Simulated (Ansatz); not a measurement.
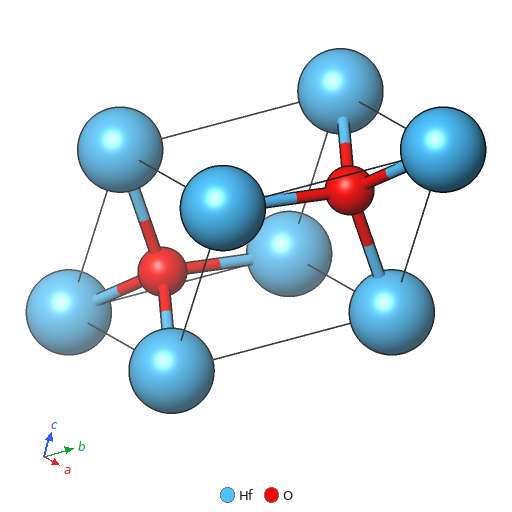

System: a slab cut from HfO₂ (slab content Hf₄O₈), space group Fm-3m (No. 225) (cell built by us, not taken from a database). The picture shows the bulk cell.

Structure:
```xyz
3
Lattice="0.0000 2.5488 2.5488 2.5488 0.0000 2.5488 2.5488 2.5488 0.0000" Properties=species:S:1:pos:R:3 pbc="T T T"
Hf    0.0000    0.0000    0.0000
O     1.2744    1.2744    1.2744
O     3.8232    3.8232    3.8232
```

One of the inputs:
```
crystal:
  lattice:
    - [3.6045556804, 0.0, 0.0]
    - [0.0, 3.6045556804, 0.0]
    - [0.0, 0.0, 23.9208201766]
  atoms:
    - { symbol: O, position: [0.5, 0.0, 0.3135343999] }
    - { symbol: O, position: [0.0, 0.5, 0.3135343999] }
    - { symbol: Hf, position: [0.5, 0.5, 0.3668102857] }
    - { symbol: O, position: [0.0, 0.5, 0.4200861714] }
    - { symbol: O, position: [0.5, 0.0, 0.4200861714] }
    - { symbol: Hf, position: [0.0, 0.0, 0.4733620571] }
    - { symbol: O, position: [0.5, 0.0, 0.5266379429] }
    - { symbol: O, position: [0.0, 0.5, 0.5266379429] }
    - { symbol: Hf, position: [0.5, 0.5, 0.5799138286] }
    - { symbol: O, position: [0.0, 0.5, 0.6331897143] }
    - { symbol: O, position: [0.5, 0.0, 0.6331897143] }
    - { symbol: Hf, position: [0.0, 0.0, 0.6864656001] }
basis:
  ecutwfc: 420
kpoints:
  mp_grid: { grid: [7, 7, 1] }
hamiltonian:
  xc: pbe
scf:
  occupations: { method: gaussian, width: 0.05 }
output:
  forces: true
  eigenvalues: true
relax:
  adjacent_minimum: "off"
  f_tol: 0.02
  max_steps: 60
efield:
  axis: 3
  dipole_correction: true
  ramp_width: 0.04
```

Launched with:
```bash
ansatz run input.yaml --threads 2 --pin off --max-ram 5120MiB --backend cpu --events-out ev --progress --plain --runs-dir out
```

Method: spacing and rumpling of the atomic planes of a slab cut from the relaxed bulk cell along the Miller plane (conventional indices), bottom to top, after all atoms relax, plane waves with PAW datasets, Γ-centred k mesh (Ansatz 0.2.0). Level: PBE, no spin polarisation.

- space group in which the indices count: 225
- Miller index h: 1
- Miller index k: 0
- Miller index l: 0
- top plane: Hf
- bottom plane: O
- planes: 8
- surface cell: (1, 1)
- slab thickness as cut: 8.92 Å
- vacuum: 15 Å
- surface area: 12.99 Å²
- surface a: 3.605 Å
- surface b: 3.605 Å
- surface angle: 90 °
- slab atoms: 12
- wave cutoff: 420 eV
- k mesh: 7×7×1
- occupations: Gaussian
- smearing width: 0.05 eV
- boundary: dipole corrected

Predict the spacing change of each pair of planes. The cases: 1–2; 2–3; 3–4; 4–5; 5–6; 6–7; 7–8.

The least value, −0.377 Å, is that of 7–8, and the largest, 0.391 Å, that of 2–3.

```json
{"pair of planes": "1–2", "spacing change (Å)": "-0.320", "spacing to next (Å)": "0.954", "content of the two planes": "O2 and Hf"}
{"pair of planes": "2–3", "spacing change (Å)": "0.391", "spacing to next (Å)": "1.666", "content of the two planes": "Hf and O2"}
{"pair of planes": "3–4", "spacing change (Å)": "-0.301", "spacing to next (Å)": "0.973", "content of the two planes": "O2 and Hf"}
{"pair of planes": "4–5", "spacing change (Å)": "0.378", "spacing to next (Å)": "1.652", "content of the two planes": "Hf and O2"}
{"pair of planes": "5–6", "spacing change (Å)": "-0.301", "spacing to next (Å)": "0.973", "content of the two planes": "O2 and Hf"}
{"pair of planes": "6–7", "spacing change (Å)": "0.375", "spacing to next (Å)": "1.649", "content of the two planes": "Hf and O2"}
{"pair of planes": "7–8", "spacing change (Å)": "-0.377", "spacing to next (Å)": "0.898", "content of the two planes": "O2 and Hf"}
```

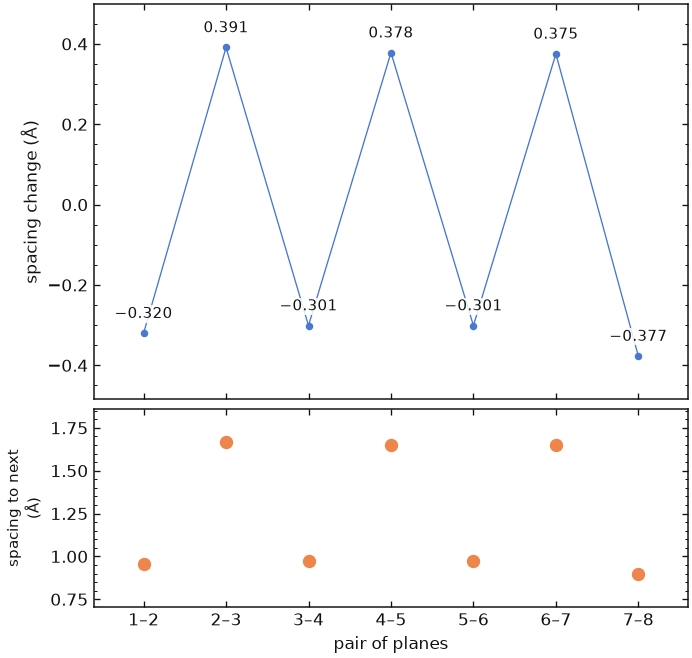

Keep in mind: no spin-orbit coupling, which matters for these elements; polar or open-shell cut of an insulator, not reconstructed; the slab's middle relaxes too.
